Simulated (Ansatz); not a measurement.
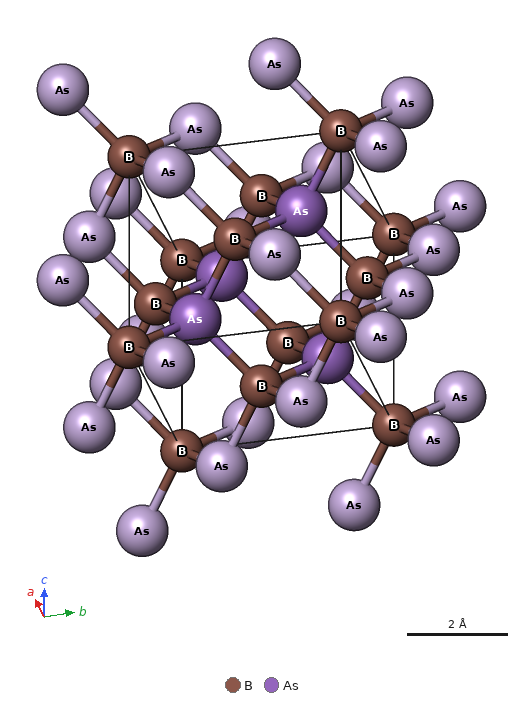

*The input geometry (ball-and-stick view of the cell 4 times as large as that of the calculation, set on its symmetry axes, seen at an oblique angle; neighbours outside the cell are drawn fainter). An atom can appear more than once, as a periodic image.*

Near neighbours in the periodic cell (some may lie outside the picture): B has 4 As at 1.90 Å; As has 4 B at 1.90 Å.

# Band-structure calculation, with input and output: BAs

- system: BAs (2 atoms in the cell)
- method: DFT, LDA, all-electron LAPW, scalar-relativistic, no spin polarisation (Ansatz 0.2.0)

Its volume is 0.80 times that of the source entry. It belongs to a series of runs on one base structure; here: volume scaled by 0.8, LAPW.

The input:
```yaml
crystal:
  lattice:
    - [0.0, 2.1966614345, 2.1966614345]
    - [2.1966614345, 0.0, 2.1966614345]
    - [2.1966614345, 2.1966614345, 0.0]
  atoms:
    - { symbol: B, position: [0.0, 0.0, 0.0] }
    - { symbol: As, position: [0.25, 0.25, 0.25] }
kpoints:
  mp_grid: { grid: [15, 15, 15] }
  band_path:
    path:
      - [0.0, 0.0, 0.0]
      - [-0.5, -0.5, 0.0]
      - [-0.375, -0.375, 0.25]
      - [-0.375, 0.0, 0.375]
      - [0.0, 0.0, 0.0]
      - [0.0, 0.0, 0.5]
      - [-0.5, -0.25, 0.25]
      - [-0.5, -0.5, 0.0]
    npoints: 8
scf:
  occupations: { method: fermi_dirac, width: 0.05 }
hamiltonian:
  xc: lda
  pseudopotentials: { kind: all_electron, lapw: { basis_error: 0.001 } }
output:
  forces: true
  stress: true
  eigenvalues: true
  populations: true
  dos: { projected: true, de: 0.2, e_range: [-14, 8] }
```

Hardware: 1 thread of Arm Neoverse V2, 112 GiB of memory available, shared host.

Launched with:
```bash
ansatz run input.yaml --threads 1 --pin off --max-ram 2048MiB --backend cpu --events-out ev --progress --plain --runs-dir out
```

The program's output:
```
B: projections on atomic orbitals take those of the free atom 1s2 2s2 2p1, of charge +0.00 (hamiltonian.pseudopotentials.projection_atoms)
As: projections on atomic orbitals take those of the free atom 1s2 2s2 2p6 3s2 3p6 3d10 4s2 4p3, of charge +0.00 (hamiltonian.pseudopotentials.projection_atoms)
LAPW: plane waves up to 10.085 Å⁻¹, error target 1.0e-3 eV per atom; small_component_spin mean_spin; B in spheres of 0.780 Å, 5 of its electrons in bands, Dirac shells []; As in spheres of 1.122 Å, 23 of its electrons in bands, Dirac shells [] (how accurate: hamiltonian.pseudopotentials.lapw.basis_error, Limitations)
Engine: ansatz 0.2.0, aarch64-unknown-linux-gnu
Pseudopotentials: kind: all_electron
Pseudopotential: B, LAPW, valence charge 5, lapw/all_electron/scalar/gaussian/B, Koelling and Harmon's equation, gaussian nucleus
Pseudopotential: As, LAPW, valence charge 23, lapw/all_electron/scalar/gaussian/As, Koelling and Harmon's equation, gaussian nucleus
Functional definition: SPW92
  exchange = slater_x
  correlation = pw_c
Crystal: 2 atoms, lattice volume = 21.199 Å³
Basis set: ecut = 387.4658183220558 eV, 339 PW (Γ), exchange–correlation at level 2
Bands: 18, of which v1, the nominal top of the filled ones, is band 14 counted from 1 (13 counted from 0)
Symmetry: 24 space group operations
Space group: F-43m (ITA 216), of the structure as read, at distance tolerance 2.8e-5 Å
k-points: 120 of 3375 (time reversal used)
Non-local potential: B, projectors of the file, none
Non-local potential: As, projectors of the file, none
Initial density: superposition of atomic densities (chi_scale 0.1, normalization cell, long waves kept (reshape's long-wave potential 0.00 eV rms))
Initial wavefunctions: plane waves of lowest kinetic energy (no species holds an atomic orbital)
Functional: x = slater, c = lda
iter 1 solved again at ethr=1.17e-2 eV; its pass at ethr=1.00e-1 eV (dr2=3.29e0 eV) is discarded
SCF iter   1: F=—  HF=-62112.358171 eV  |F-HF|=—  |Δ(HF+E_count)|=         —  Δρ=1.13e-1  dr2=3.29e0  ethr=1.17e-2  ⟨swp⟩=2.0  Hψ=14168  notcnv=0
preconditioner: auto → none  [insulator: Δε(μ)=2.058 eV  Ē_g=14.675 eV  σ=0.050 eV  W_gap=1.00  n_scr=8 (ndim 8)  ℏωp=22.8 eV  f_vac=0.000  D(μ)=0.00/eV (n_scr^D=0)  ε∞_Penn≈3.4]
iter 2 solved again at ethr=5.14e-4 eV; its pass at ethr=1.17e-2 eV (dr2=1.44e-1 eV) is discarded
SCF iter   2: F=—  HF=-62111.105176 eV  |F-HF|=—  |Δ(HF+E_count)|=    1.25e0  Δρ=2.78e-2  dr2=1.44e-1  ethr=5.14e-4  ⟨swp⟩=2.0  Hψ=11309  notcnv=0
SCF iter   3: F=—  HF=-62111.051626 eV  |F-HF|=—  |Δ(HF+E_count)|=         —  Δρ=1.07e-2  dr2=1.89e-2  ethr=5.13e-4  ⟨swp⟩=2.0  Hψ=6120  notcnv=0
the basis was enlarged: its passes take 117.2 KiB over the memory plan, 1 of 1 planned eigensolver slots
SCF iter   4: F=—  HF=-62111.047022 eV  |F-HF|=—  |Δ(HF+E_count)|=   4.60e-3  Δρ=4.70e-3  dr2=4.08e-3  ethr=6.76e-5  ⟨swp⟩=2.0  Hψ=5641  notcnv=0
SCF iter   5: F=—  HF=-62111.044632 eV  |F-HF|=—  |Δ(HF+E_count)|=   2.39e-3  Δρ=1.18e-3  dr2=2.29e-4  ethr=1.46e-5  ⟨swp⟩=2.0  Hψ=5702  notcnv=0
SCF iter   6: F=—  HF=-62111.044540 eV  |F-HF|=—  |Δ(HF+E_count)|=   9.20e-5  Δρ=1.43e-4  dr2=3.08e-6  ethr=8.17e-7  ⟨swp⟩=2.1  Hψ=5668  notcnv=0
SCF iter   7: F=-62111.044539 eV  HF=-62111.044539 eV  |F-HF|=3.88e-9  |Δ(HF+E_count)|=   7.95e-7  Δρ=8.85e-6  dr2=1.06e-8  ethr=1.10e-8  ⟨swp⟩=2.0  Hψ=5649  notcnv=0
SCF 1 converged in 7 iterations: F = -62111.044539 eV  dr2 = 1.06e-8
NSCF: frozen V_eff on 57 k-points
SCF converged after 7 iterations
Free energy (F): -62111.044539 eV
Harris-Foulkes:  -62111.044539 eV  (|F-HF|=3.88e-9)
Internal energy: -62111.044539 eV  (E = F + TS)
E sigma→0 (E₀):  -62111.044539 eV
Entropy (-TS):   -0.000000 eV (-0.000 meV/atom)
Fermi energy:    16.511479 eV
--- Per-component energies (eV) ---
  E_band       = -1458.292741
  E_kinetic    = 63473.955601
  E_xc         = -2308.498134
  E_electrostatic = -123276.502005  (all electrons and nuclei)
  E_smearing   = -0.000000  (= −TS)
  E_closure    = 0.000000  (closes the sum)
  E_atoms      = -62098.797274  (free atoms, spherical and without spin; not in F)
  Σ components = -62111.044539   (vs F -62111.044539, Δ=0.00e0)
  Basis errors (estimates in eV, not in F): energy 5.5e-4 per atom: plane waves 5.3e-4 (3.1e-4 summed), levels above the bands 1.1e-88, relativity 7.4e-9, radial functions 2.7e-5, core shells 1.9e-10; eigenvalues (radial functions only) 2.2e-6; not estimated: angular momenta, meshes, grids; target (lapw.basis_error) 1.0e-3; muffin-tin radii B 0.780 Å, As 1.122 Å
--- Forces (eV/Å), atoms counted from 1 ---
  atom   1  B      0.00000000     0.00000000    -0.00000000
  atom   2  As    -0.00000000     0.00000000     0.00000000
  max |Σ_I F_I| component: 1.02e-16 eV/Å
--- Stress (GPa, compression-positive) ---
       51.103457       0.000000      -0.000000
        0.000000      51.103457       0.000000
       -0.000000       0.000000      51.103457
  P = ⅓ Tr σ = 51.1035 GPa (511.035 kbar)
--- Band table (eV; the first three rows and the last of 120) ---
  k-point 0: bands = ["-168.6981", "-154.7802", "-112.6226", "-112.6226", "-112.6226", "-20.2753", "-20.2753", "-20.2753", "-20.2197", "-20.2197", "-1.8371", "16.0795", "16.0795", "16.0795", "19.7183", "19.7183", "19.7183", "24.0701"]
  k-point 1: bands = ["-168.6981", "-154.7802", "-112.6226", "-112.6226", "-112.6226", "-20.2749", "-20.2743", "-20.2743", "-20.2197", "-20.2197", "-1.7467", "15.2716", "15.8880", "15.8880", "19.9667", "19.9667", "20.0310", "24.2613"]
  k-point 2: bands = ["-168.6981", "-154.7803", "-112.6226", "-112.6226", "-112.6226", "-20.2738", "-20.2718", "-20.2718", "-20.2196", "-20.2196", "-1.4765", "13.5831", "15.4510", "15.4510", "20.3853", "20.5289", "20.5289", "24.7289"]
  k-point 119: bands = ["-168.6981", "-154.7803", "-112.6228", "-112.6228", "-112.6227", "-20.2655", "-20.2556", "-20.2351", "-20.2279", "-20.2123", "3.9230", "6.9484", "8.6778", "9.6514", "21.0302", "22.9889", "24.0567", "24.9900"]
--- Löwdin populations: 2 sites ---
  site symbol       q [e]
     0      B      5.7572
     1     As     32.2028
  spilling = 0.001050 (of n_electrons = 38.000000)
```

File dos.tsv:
```
# E-E_F[eV]	g_bin_mean(E)[states/eV]	N(E)
# format = ansatz-dos/2
# fermi_ev = 16.511479
# fermi_mp_grid = 15 15 15
# fermi_mp_shift = 0 0 0
# g_bin_mean(E): the states in a bin one row spacing wide, centred on E, divided by that spacing. States that the method places at a single energy (under output.dos.method: tetrahedron, those of a tetrahedron whose four corners have one energy) are counted whole in the row whose bin holds that energy (on the edge of two bins, in the lower row). The sum of g_bin_mean over a run of rows, times the row spacing, is the number of states from half a spacing under the first of them to half a spacing over the last (a plain sum, not the trapezoid rule).
-14.000000	5.414464e-1	2.131121e1
-13.800000	5.347507e-1	2.141911e1
-13.600000	5.065080e-1	2.152293e1
-13.400000	4.969288e-1	2.162289e1
-13.200000	5.025627e-1	2.172252e1
-13.000000	5.385694e-1	2.182434e1
-12.800000	4.948503e-1	2.194327e1
-12.600000	1.013306e-1	2.199852e1
-12.400000	0.000000e0	2.200000e1
-12.200000	0.000000e0	2.200000e1
-12.000000	0.000000e0	2.200000e1
-11.800000	0.000000e0	2.200000e1
-11.600000	0.000000e0	2.200000e1
-11.400000	0.000000e0	2.200000e1
-11.200000	6.737822e-3	2.200000e1
-11.000000	9.918281e-2	2.200943e1
-10.800000	1.872937e-1	2.203886e1
-10.600000	2.270045e-1	2.207973e1
-10.400000	2.999636e-1	2.213201e1
-10.200000	4.129809e-1	2.220103e1
-10.000000	6.053602e-1	2.230274e1
-9.800000	1.037865e0	2.245368e1
-9.600000	1.100495e0	2.268551e1
-9.400000	6.505425e-1	2.286417e1
-9.200000	4.983704e-1	2.297903e1
-9.000000	4.199045e-1	2.306803e1
-8.800000	3.852537e-1	2.314871e1
-8.600000	3.274608e-1	2.322012e1
-8.400000	2.960266e-1	2.328174e1
-8.200000	3.395759e-1	2.334163e1
-8.000000	4.842170e-1	2.342306e1
-7.800000	6.382218e-1	2.353522e1
-7.600000	6.538427e-1	2.366805e1
-7.400000	6.451246e-1	2.379871e1
-7.200000	6.100432e-1	2.392483e1
-7.000000	5.942675e-1	2.404466e1
-6.800000	6.590910e-1	2.417076e1
-6.600000	6.668811e-1	2.430292e1
-6.400000	6.890092e-1	2.443828e1
-6.200000	7.099584e-1	2.457707e1
-6.000000	7.724251e-1	2.472404e1
-5.800000	8.498854e-1	2.488765e1
-5.600000	9.438719e-1	2.506724e1
-5.400000	9.402742e-1	2.525823e1
-5.200000	9.214714e-1	2.544226e1
-5.000000	9.087652e-1	2.562590e1
-4.800000	8.773834e-1	2.580499e1
-4.600000	8.432068e-1	2.597646e1
-4.400000	8.363776e-1	2.614412e1
-4.200000	8.273295e-1	2.631097e1
-4.000000	8.044285e-1	2.647395e1
-3.800000	7.935258e-1	2.663356e1
-3.600000	7.797939e-1	2.679140e1
-3.400000	7.437312e-1	2.694379e1
-3.200000	7.346972e-1	2.709053e1
-3.000000	7.223852e-1	2.723762e1
-2.800000	6.684244e-1	2.737814e1
-2.600000	5.276380e-1	2.749853e1
-2.400000	4.362198e-1	2.759359e1
-2.200000	3.711530e-1	2.767368e1
-2.000000	3.177540e-1	2.774268e1
-1.800000	2.705175e-1	2.780110e1
-1.600000	2.342493e-1	2.785139e1
-1.400000	2.022738e-1	2.789519e1
-1.200000	1.641960e-1	2.793187e1
-1.000000	1.315098e-1	2.796121e1
-0.800000	9.105304e-2	2.798370e1
-0.600000	4.034151e-2	2.799858e1
-0.400000	4.431488e-4	2.800000e1
-0.200000	0.000000e0	2.800000e1
0.000000	0.000000e0	2.800000e1
0.200000	0.000000e0	2.800000e1
0.400000	1.800428e-4	2.800000e1
0.600000	4.806221e-2	2.800227e1
0.800000	1.351281e-1	2.802124e1
1.000000	2.116453e-1	2.805594e1
1.200000	2.867284e-1	2.810584e1
1.400000	3.403644e-1	2.816953e1
1.600000	3.816553e-1	2.824158e1
1.800000	4.218839e-1	2.832189e1
2.000000	4.661300e-1	2.841060e1
2.200000	5.130816e-1	2.850844e1
2.400000	5.643233e-1	2.861605e1
2.600000	6.233742e-1	2.873456e1
2.800000	6.876034e-1	2.886568e1
3.000000	7.595137e-1	2.901015e1
3.200000	8.611136e-1	2.917062e1
3.400000	1.053073e0	2.936016e1
3.600000	1.266681e0	2.958982e1
3.800000	1.327709e0	2.985060e1
4.000000	1.147394e0	3.012818e1
4.200000	5.432433e-1	3.027978e1
4.400000	4.244167e-1	3.037132e1
4.600000	4.051291e-1	3.045005e1
4.800000	1.006889e0	3.058823e1
5.000000	8.870077e-1	3.078112e1
5.200000	1.126418e0	3.098150e1
5.400000	1.416317e0	3.123847e1
5.600000	1.251758e0	3.151040e1
5.800000	1.099394e0	3.174585e1
6.000000	8.302035e-1	3.193925e1
6.200000	8.387007e-1	3.210347e1
6.400000	7.243782e-1	3.226012e1
6.600000	7.317060e-1	3.240164e1
6.800000	6.508396e-1	3.254140e1
7.000000	6.601347e-1	3.267249e1
7.200000	7.090477e-1	3.280591e1
7.400000	9.524482e-1	3.296726e1
7.600000	9.911392e-1	3.317322e1
7.800000	9.703759e-1	3.336532e1
8.000000	9.306962e-1	3.355549e1
```

File populations.tsv:
```
# site	symbol	l	j	q
# orbitals = lowdin
# n_electrons = 38.000000
# spilling = 0.001050
# projection_atom_B: 1s2 2s2 2p1
# projection_atom_As: 1s2 2s2 2p6 3s2 3p6 3d10 4s2 4p3
0	B	0_1S	-	1.989133
0	B	0_2S	-	0.846235
0	B	1_2P	-	2.921880
1	As	0_1S	-	1.999973
1	As	0_2S	-	1.998699
1	As	0_3S	-	1.973499
1	As	0_4S	-	1.153556
1	As	1_2P	-	5.999964
1	As	1_3P	-	5.991797
1	As	1_4P	-	3.093829
1	As	2_3D	-	9.991530
```

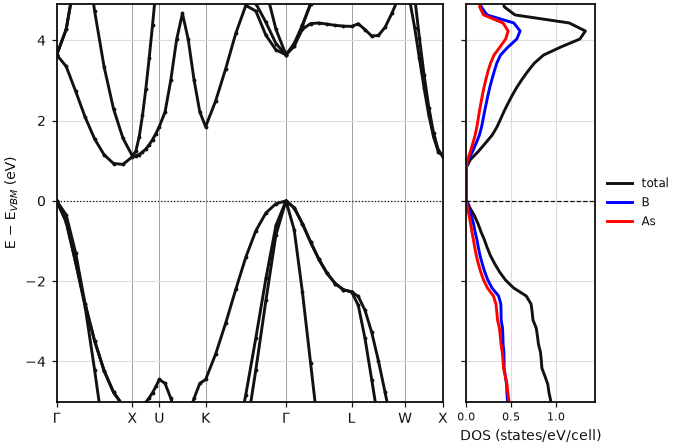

*Band structure along Γ–X–U–K–Γ–L–W–X and density of states (projected on atomic shells), with energies from the valence-band top.*

There is a gap of 0.91 eV on this path, indirect, from Γ to between Γ and X.

Key numbers:

```csv
quantity,value
outcome,converged
space group (tolerance 0.01 Å),F-43m (216)
electrons in bands (core shells apart),28
free energy,−62111.0445 eV
Fermi energy,16.511 eV
pressure,51.10 GPa
electronic character,gap of 0.91 eV
largest force (length of the vector),under 0.001 eV/Å
wall time,30 s
peak memory,0.35 GiB
```

Notes:

The cell is under a pressure of 51 GPa at this level, so it is not at its equilibrium volume.
